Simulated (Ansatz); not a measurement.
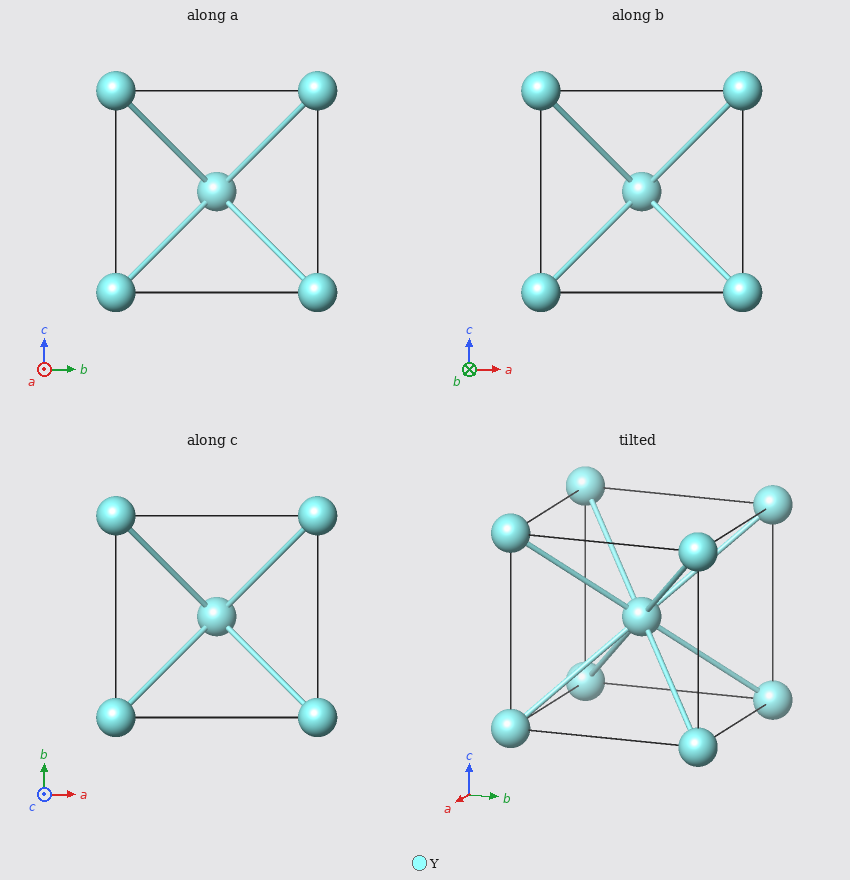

A ball-and-stick picture of a crystal structure, seen along the a axis, along the b axis, along the c axis and slightly off an axis. The lines enclose the conventional unit cell; boundary atoms appear with their images.

Lattice parameters: a = 4.046 Å, b = 4.046 Å, c = 4.046 Å, α = 90.00°, β = 90.00°, γ = 90.00°. Put a along x and b in the xy plane.

Reconstruct the structure as a POSCAR file.

```
Y
1.0
     4.046    0.000    0.000
     0.000    4.046    0.000
     0.000    0.000    4.046
Y
2
Direct
  0.0000 0.0000 0.0000
  0.5000 0.5000 0.5000
```

The cell started as a structure type filled with this element by a generator (whether the element takes this form wasn't checked). Earlier steps of the study may have refined or changed the cell and positions. A calculation with Ansatz used it as input.
